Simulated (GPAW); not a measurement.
# linear Cr chain, spacing 2.497 A: from the magnetic state to anisotropy and exchange J(q)

Wanted: anisotropy and exchange J(q) for linear Cr chain, spacing 2.497 A, with the cost of each step.

Calculated with GPAW 26.7.0; LDA; plane waves with GPAW's PAW setups, scalar-relativistic.

## 1. The starting structure

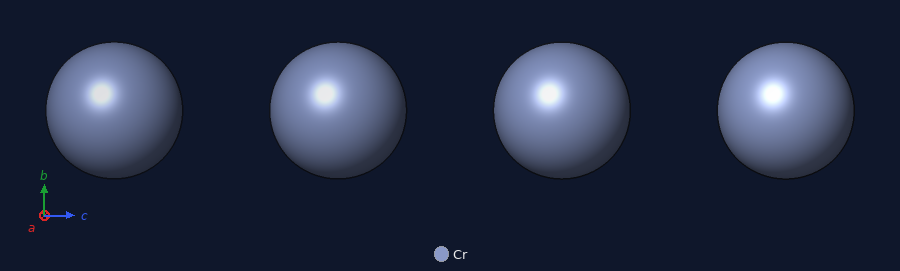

Start, viewed from the side, with the c axis across the page; chromium light blue. 1×1×3 cells are drawn. Some periodic images of atoms are drawn too.

The cell holds 1 atom: 1 Cr. Cell: a = 12.000 Å, b = 12.000 Å, c = 2.497 Å, α = 90.0°, β = 90.0°, γ = 90.0°. model lattice. Vacuum lies along a and b. The structure's axis is c.

The settings of this session are not all sound (see the inputs), so it shows what such settings give, not the properties of the crystal.

## 2. Self-consistent state

All later steps read the density of this run.

Contents of order1.py:

```python
import json
import numpy as np
from ase import Atoms
from ase.parallel import paropen, parprint
from gpaw import GPAW

atoms = Atoms(['Cr'],
    cell=[[12.0, 0.0, 0.0],
         [0.0, 12.0, 0.0],
         [0.0, 0.0, 2.497]],
    scaled_positions=[[0.5, 0.5, 0.0]],
    pbc=True,
    magmoms=[2.5])
atoms.calc = GPAW(mode={'name': 'pw', 'ecut': 550},
    xc='LDA',
    kpts={'size': (1, 1, 6), 'gamma': True},
    occupations={'name': 'fermi-dirac', 'width': 0.05},
    convergence={'density': 1e-05, 'energy': 1e-05},
    maxiter=200,
    txt='order1.txt')
e = atoms.get_potential_energy(force_consistent=True)
res = {'free_energy': e, 'energy_sigma0': atoms.get_potential_energy(), 'fermi_energy': atoms.calc.get_fermi_level()}
res['moments'] = atoms.get_magnetic_moments().tolist()
res['total'] = atoms.get_magnetic_moment()
parprint('site moments (muB):', np.round(res['moments'], 3))
parprint(f"total moment: {res['total']:.3f} muB")
parprint(f'free energy: {e:.6f} eV')
atoms.calc.write('order1.gpw')
with paropen('results.json', 'w') as f:
    json.dump(res, f)
```

Launch:

```
$ OMP_NUM_THREADS=1 python3 order1.py > order1.log
```

Numbers of over 12 decimals in the logs are rounded to 6 here.

The program printed:

```text
site moments (muB): [3.842]
total moment: 5.000 muB
free energy: -5.987323 eV

--- order1.txt ---
Input parameters:
  mode=PW(ecut=550),
  convergence={'density': 1e-05, 'energy': 1e-05},
  kpts=MonkhorstPack(size=(1, 1, 6), gamma=True),
  maxiter=200,
  occupations=Occupations(name='fermi-dirac', width=0.05),
  xc=XC(name='LDA')

Diagonalizing LCAO Hamiltonian
Converting LCAO to pw mode
        .----------------------------.
       /|                            |
      / |                            |
     /  .----------------------------.
    /  /                            /
   /  /                            /
  /  /                            /
 *  /              Cr            /
 | /                            /
 |/                            /
 *----------------------------*

Atoms  # Å, Bohr magnetons
|   | symbol |        x |        y |        z |    initial magnetic moments |
|---|--------|----------|----------|----------|-----------------------------|
| 0 |     Cr | 6.000000 | 6.000000 | 0.000000 | ( 0.0000,  0.0000,  2.5000) |

Unit cell  # Å
| periodic |         x |         y |        z |   lengths |    angles |
|----------|-----------|-----------|----------|-----------|-----------|
|      yes | 12.000000 |  0.000000 | 0.000000 | 12.000000 | 90.000000 |
|      yes |  0.000000 | 12.000000 | 0.000000 | 12.000000 | 90.000000 |
|      yes |  0.000000 |  0.000000 | 2.497000 |  2.497000 | 90.000000 |

Number of symmetries: 16

BZ-sampling:
  Number of BZ points: 6
  Number of IBZ points: 4

  Monkhorst-Pack size: [1, 1, 6]
  Monkhorst-Pack shift: [0.0, 0.0, 0.083333]

Plane wave coefficients: 10549
Cutoff: 550.0 eV

Spin-components: 2 (collinear spins)
Bands:           9
Projectors:      6
Spin-degeneracy: 1
Datatype:        complex128

Parallelization:
  kpt:    1
  domain: 1
  band:   1

Density:
  Valence electrons: 6.0
  Components: 2
  Grid points: [70 70 14]
  Charge: 0.0  # |e|

Potential:
  Grid points: [70 70 14]

[... setups left out ...]
Reference energy: -28526.683362  # eV

eigensolver:
  PPCG
  Converge bands: occupied
  niter=2

density mixing:
  MSR1-Mixer
  Pratt-step length: 0.05
  Maximum mixing coefficient: 0.75
  Old densities: 10
  SVD Regularization: 0.005
  Good broyden scale: 1.0
  Trust region scale: 1.0
  Backstep threshold: 4.0
  History deletion threshold: 6.0
  Fourier metric: weight=20.0, sigma=0.015

occupation numbers:
  Fermi-Dirac:
    width: 0.0500  # eV

poisson solver:
  ecut: 4400.0  # eV

xc functional:
  name: None

convergence criteria:
- Maximum integral of absolute [dens]ity change: 1e-05 electrons / valence electron
- Maximum [total energy] change in last 3 cyles: 1e-05 eV / valence electron
- Maximum integral of absolute [eigenst]ate change: 4e-08 eV^2 / valence electron
maximum number of iterations: 200

SCF iterations
|iter     |      energy | eigst |  dens |  magmom |
|---------|-------------|-------|-------|---------|
|iter:   1|       0s |   -6.894344 | +0.72 |       |  +2.4965|
|iter:   2|       1s |   -6.256888 | -0.93 | -0.20 |  +2.5456|
|iter:   3|       2s |   -5.784797 | -0.24 | -0.27 |  +3.8727|
|iter:   4|       3s |   -5.991105 | -0.87 | -0.61 |  +5.1019|
|iter:   5|       4s |   -5.979626 | -1.51 | -1.16 |  +4.8819|
|iter:   6|       5s |   -5.983200 | -2.08 | -1.56 |  +4.9710|
|iter:   7|       6s |   -5.983807 | -3.07 | -1.92 |  +5.0116|
|iter:   8|       7s |   -5.984011 | -3.48 | -2.45 |  +5.0000|
|iter:   9|       7s |   -5.984059 | -3.57 | -2.95 |  +5.0025|
|iter:  10|       8s |   -5.984106 | -3.87 | -3.18 |  +5.0006|
[... 11 iterations left out ...]
|iter:  22|      19s |   -5.984152c| -6.33 | -4.56 |  +5.0000|
|iter:  23|      19s |   -5.984152c| -6.50 | -4.39 |  +5.0000|
|iter:  24|      20s |   -5.984152c| -6.86 | -4.50 |  +5.0000|
|iter:  25|      21s |   -5.984152c| -6.86 | -4.35 |  +5.0000|
|iter:  26|      21s |   -5.984153c| -7.18 | -4.40 |  +5.0000|
|iter:  27|      22s |   -5.984152c| -7.38 | -4.59 |  +5.0000|
|iter:  28|      23s |   -5.984153c| -7.69c| -4.47 |  +5.0000|
|iter:  29|      23s |   -5.984152c| -8.00c| -4.74 |  +5.0000|
|iter:  30|      24s |   -5.984153c| -8.09c| -4.67 |  +5.0000|
|iter:  31|      24s |   -5.984153c| -8.31c| -5.16c|  +5.0000|

Converged in 31 steps
Energy contributions relative to reference atoms: (reference = -28526.683362)

Energy contributions:
  Kinetic:           6.122400
  Coulomb:          -6.779951
  Zero:              0.008135
  External:          0.000000
  Xc:               -5.331565
  Entropy:          -0.006342
  Spinorbit:         0.000000
  ----------------------------
  Free energy:      -5.987323
  Extrapolated:     -5.984153

dipole moment: (0.000066, 0.000066, -5.977480)  # |e|*Ang

Total magnetic moment: (0.000000, 0.000000, 5.000001)

Local magnetic moments
|        x |        y |        z |
|----------|----------|----------|
| 0.000000 | 0.000000 | 3.841838 |  # Cr   0

Fermi level: -3.654
Eigenvalues  # (at kpt = [0.000, 0.000, 0.000])
| band index |      eig [eV] | occ [0-1] |      eig [eV] | occ [0-1] |
|------------|---------------|-----------|---------------|-----------|
|          0 |        -7.617 |     1.000 |        -5.304 |     1.000 |
|          1 |        -5.475 |     1.000 |        -2.806 |     0.000 |
|          2 |        -4.920 |     1.000 |        -1.631 |     0.000 |
|          3 |        -4.920 |     1.000 |        -1.629 |     0.000 |
|          4 |        -3.501 |     0.044 |        -1.349 |     0.000 |
|          5 |        -3.501 |     0.044 |        -1.349 |     0.000 |
|          6 |        -2.461 |     0.000 |         0.079 |     0.000 |
|          7 |        -2.461 |     0.000 |         0.079 |     0.000 |
|          8 |         0.176 |     0.000 |         0.352 |     0.000 |

No gap
No difference between direct/indirect transitions
```

Run time: 27 s. Hardware: 1 MPI rank of Arm Neoverse V2, shared host; peak memory 0.3 GiB.

Spin moment in the augmentation sphere by atom:

```
atom  spin moment in the augmentation sphere (μB)
 Cr1                                         3.84
```

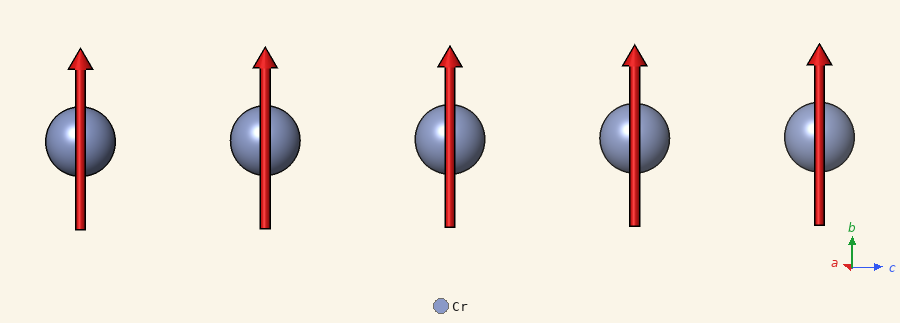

Spin moment in the augmentation sphere as arrows, the longest 3.84 μB. Up and down stand for the sign. Arrows give size and sign along the axis of quantisation, drawn up and down the page. 1×1×4 cells are drawn. Some periodic images of atoms are drawn too.

This step gave:

- magnetization: 5.000 μB
- final state: ferromagnetic

After 31 cycles the largest moment stands at 3.84 μB.

## 3. More states at fixed density

The steps that follow sum over empty states, which the ground-state run does not converge; 12 states a spin are converged here at the frozen density and written with their wave functions.

It starts from the saved density of the parallel state, which is not the lowest.

Contents of nscf.py:

```python
from gpaw import GPAW

calc = GPAW('order1.gpw').fixed_density(
    kpts={'size': (1, 1, 6), 'gamma': True},
    nbands=16,
    convergence={'bands': 12, 'eigenstates': 1e-9},
    parallel={'domain': 1},
    txt='nscf.txt')
calc.write('nscf.gpw', mode='all')
```

Launch:

```
$ OMP_NUM_THREADS=1 python3 nscf.py > nscf.log
```

The program printed:

```text
Input parameters:
  mode=PW(ecut=550),
  convergence={'bands': 12, 'eigenstates': 1e-09},
  gpts=array([70, 70, 14]),
  kpts=MonkhorstPack(size=(1, 1, 6), gamma=True),
  maxiter=200,
  nbands=16,
  occupations=Occupations(name='fermi-dirac', width=0.05),
  parallel={'domain': 1},
  xc=XC(name='LDA')
```

Run time: 2.4 min. Hardware: 1 MPI rank; peak memory 0.32 GiB.

## 4. Magnetocrystalline anisotropy

Spin–orbit coupling is added in the basis of the saved states for each direction of the moments. The change in the band energy is the anisotropy energy, with no new self-consistent run.

Contents of anisotropy.py:

```python
import json
import numpy as np
from ase.parallel import paropen, parprint
from gpaw import GPAW
from gpaw.spinorbit import soc_eigenstates

calc = GPAW('nscf.gpw')
angles = [[0.0, 0.0], [90.0, 0.0], [90.0, 90.0], [90.0, 45.0], [54.7356, 45.0], [45.0, 0.0], [15.0, 0.0], [30.0, 0.0], [60.0, 0.0], [75.0, 0.0]]  # theta, phi in degrees
res = {'rows': []}
for scale in [1.0]:
    e0 = None
    for theta, phi in angles:
        soc = soc_eigenstates(calc, n2=12, scale=scale, theta=theta, phi=phi)
        e = soc.calculate_band_energy()
        e0 = e if e0 is None else e0
        orbital = soc.get_orbital_magnetic_moments()
        res['rows'].append([scale, theta, phi, 1000 * (e - e0), orbital.tolist()])
        parprint(f'scale {scale} theta {theta:6.1f} phi {phi:6.1f}  dE = {1000 * (e - e0):9.4f} meV  |L| =', np.round(np.linalg.norm(orbital, axis=1), 4))
with paropen('results.json', 'w') as f:
    json.dump(res, f)
```

Launch:

```
$ OMP_NUM_THREADS=1 python3 anisotropy.py > anisotropy.log
```

The program printed:

```text
scale 1.0 theta    0.0 phi    0.0  dE =    0.0000 meV  |L| = [0.0062]
scale 1.0 theta   90.0 phi    0.0  dE =   -0.2977 meV  |L| = [0.0244]
scale 1.0 theta   90.0 phi   90.0  dE =   -0.2944 meV  |L| = [0.0243]
scale 1.0 theta   90.0 phi   45.0  dE =   -0.2977 meV  |L| = [0.0244]
scale 1.0 theta   54.7 phi   45.0  dE =   -0.1978 meV  |L| = [0.0202]
scale 1.0 theta   45.0 phi    0.0  dE =   -0.1483 meV  |L| = [0.0178]
scale 1.0 theta   15.0 phi    0.0  dE =   -0.0199 meV  |L| = [0.0087]
scale 1.0 theta   30.0 phi    0.0  dE =   -0.0741 meV  |L| = [0.0133]
scale 1.0 theta   60.0 phi    0.0  dE =   -0.2226 meV  |L| = [0.0214]
scale 1.0 theta   75.0 phi    0.0  dE =   -0.2772 meV  |L| = [0.0236]
```

It took 1.4 s on 1 MPI rank; peak memory 0.19 GiB.

Theta from the Cartesian z axis, phi from x; spin up lies along the direction. Anisotropy, by row:

```
spin-orbit scale  theta (degrees)  phi (degrees)  band energy less that along z (meV a cell)  orbital moment of atom 1 along the direction (μB)  sum of orbital moments along the direction (μB a cell)
               1                0              0                                           0                                          -0.006172                                               -0.006172
               1               90              0                                     -0.2977                                           -0.02442                                                -0.02442
               1               90             90                                     -0.2944                                           -0.02435                                                -0.02435
               1               90             45                                     -0.2977                                           -0.02435                                                -0.02435
               1            54.74             45                                     -0.1978                                           -0.01831                                                -0.01831
               1               45              0                                     -0.1483                                           -0.01531                                                -0.01531
               1               15              0                                    -0.01986                                          -0.007398                                               -0.007398
               1               30              0                                    -0.07413                                           -0.01074                                                -0.01074
               1               60              0                                     -0.2226                                           -0.01987                                                -0.01987
               1               75              0                                     -0.2772                                            -0.0232                                                 -0.0232
```

## 5. J(q) and magnons

The cost of small turns of the moments follows from the saved states alone. The wavevectors must lie on the k mesh; four site radii show how far the result hangs on the sphere.

Contents of exchange.py:

```python
import json
import time
import numpy as np
from ase.parallel import paropen, parprint
from gpaw.response import ResponseContext, ResponseGroundStateAdapter
from gpaw.response.heisenberg import calculate_fm_magnon_energies
from gpaw.response.mft import HeisenbergExchangeCalculator
from gpaw.response.site_data import AtomicSites, calculate_site_magnetization, get_site_radii_range

gs = ResponseGroundStateAdapter.from_gpw_file('nscf.gpw')
context = ResponseContext(txt='mft.txt')
magnetic = [0]
rmin, rmax = get_site_radii_range(gs)
radii = [np.linspace(max(rmin[a], 0.55 * rmax[a]), rmax[a], 4) for a in magnetic]
sites = AtomicSites(magnetic, radii)
m_ap = calculate_site_magnetization(gs, sites)
t0 = time.time()
parprint('radii (A):', np.round(radii, 3))
parprint('site moments (muB):', np.round(m_ap, 3))
q_qc = np.array([[0.0, 0.0, 0.0], [0.0, 0.0, 0.16666667], [0.0, 0.0, 0.33333333], [0.0, 0.0, 0.5]])
exchange = HeisenbergExchangeCalculator(gs, sites, context=context, nbands=12)
J_qabp = []
for q_c in q_qc:
    if context.comm.max_scalar(time.time() - t0) > 1872:  # seconds: leave the rest of the path
        break
    J_qabp.append(exchange(q_c).array)
    parprint('q', np.round(q_c, 4), ' J_aa (meV), largest radius:', np.round(1000 * J_qabp[-1][..., -1].diagonal().real, 2))
J_qabp = np.array(J_qabp)
q_qc = q_qc[:len(J_qabp)]
res = {'radii': np.array(radii).tolist(), 'moments': m_ap.tolist(), 're': J_qabp.real.tolist(), 'im': J_qabp.imag.tolist()}
E_qnp = calculate_fm_magnon_energies(J_qabp, q_qc, m_ap)
res['magnons'] = np.sort(E_qnp, axis=1).tolist()
for q_c, e in zip(q_qc, res['magnons']):
    parprint('q', np.round(q_c, 4), ' magnon energies (meV):', np.round(1000 * np.array(e)[:, -1], 1))
with paropen('results.json', 'w') as f:
    json.dump(res, f)
```

Launch:

```
$ OMP_NUM_THREADS=1 python3 exchange.py > exchange.log
```

The program printed:

```text
radii (A): [[0.704 0.896 1.088 1.28 ]]
site moments (muB): [[2.574 3.252 3.755 4.152]]
q [0. 0. 0.]  J_aa (meV), largest radius: [6772.05]
q [0.     0.     0.1667]  J_aa (meV), largest radius: [6825.66]
q [0.     0.     0.3333]  J_aa (meV), largest radius: [7040.57]
q [0.  0.  0.5]  J_aa (meV), largest radius: [7137.23]
q [0. 0. 0.]  magnon energies (meV): [0.]
q [0.     0.     0.1667]  magnon energies (meV): [-25.8]
q [0.     0.     0.3333]  magnon energies (meV): [-129.4]
q [0.  0.  0.5]  magnon energies (meV): [-175.9]
```

Wall time 4.9 s (1 MPI rank); peak memory 0.88 GiB.

Site moments by radius, by row:

```
atom  radius (Å)  site moment (μB)
 Cr1      0.7039             2.574
 Cr1      0.8959             3.252
 Cr1       1.088             3.755
 Cr1        1.28             4.152
```

E = -1/2 sum J e.e in GPAW's convention, on-site part included. The exchange J(q), largest radius, J 11 by path:

```
path (Å⁻¹)  exchange J(q), largest radius, J 11 (meV)
     0.000                                       6772
     0.419                                       6826
     0.839                                       7041
     1.258                                       7137
```

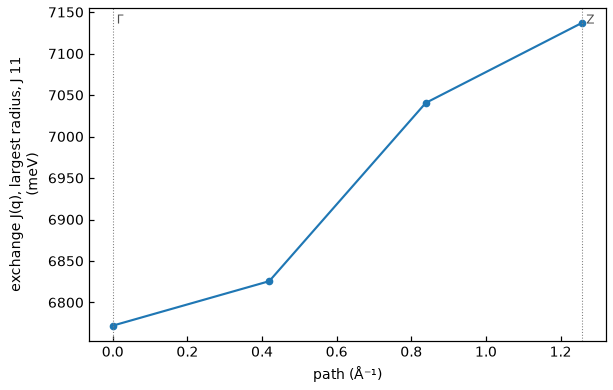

Exchange J(q), largest radius, J 11 against path.

Adiabatic, sites of radius 1.28 Å. Magnon branches along the path, in meV:

```
point  branch 1
    Γ       0.0
    Z    -175.9
```

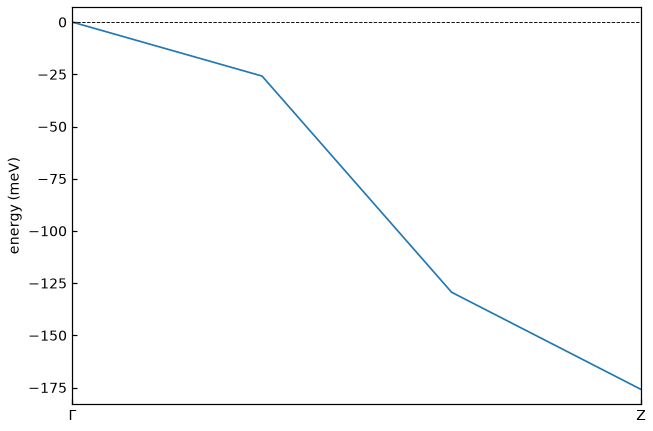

Magnon branches along the path.

## 6. What came out

```
state                              : ferromagnetic
largest site moment                : 3.84 μB
spread of the directions' energies : 0.298 meV a cell
easiest direction tried            : the plane normal to z
lowest magnon on the path          : -176 meV at q = (0, 0, 0.5)
```

**Reading.** About the ferromagnetic state the directions differ by 0.298 meV a cell, with the plane normal to z easiest and magnons go down to -176 meV at q = (0, 0, 0.5). Another order that was tried lies lower, so this state is not the ground state and its excitations are those of a higher state. The anisotropy comes from the force theorem at a frozen potential; it needs a check on a finer mesh, and shape anisotropy is not in it. Only 4 wavevectors were computed; lines between them guide the eye. A magnon of negative energy shows that the parallel state is unstable by its own couplings. The couplings rotate rigid moments on spherical sites, hang on the sites' radius and are not shown converged in the mesh. The largest sites overlap those of neighbouring magnetic atoms, so shared magnetisation counts twice.

[Logs and program files are shortened in this print: banners, set-up blocks, solver, clock and traceback lines can be left out without a mark of their own.]

[Logs are printed without paths, hosts, clocks, repeated set-up lines and the standing remarks that a program may print on its own settings, such as how far it seeks lower states.]

[Hosts, paths, dates, database ids (printed as entryN), source tags and the programs' standing remarks are cut or masked in the printed files.]

[Where a cell is said to come from a database of computed structures, the database is the Materials Project.]
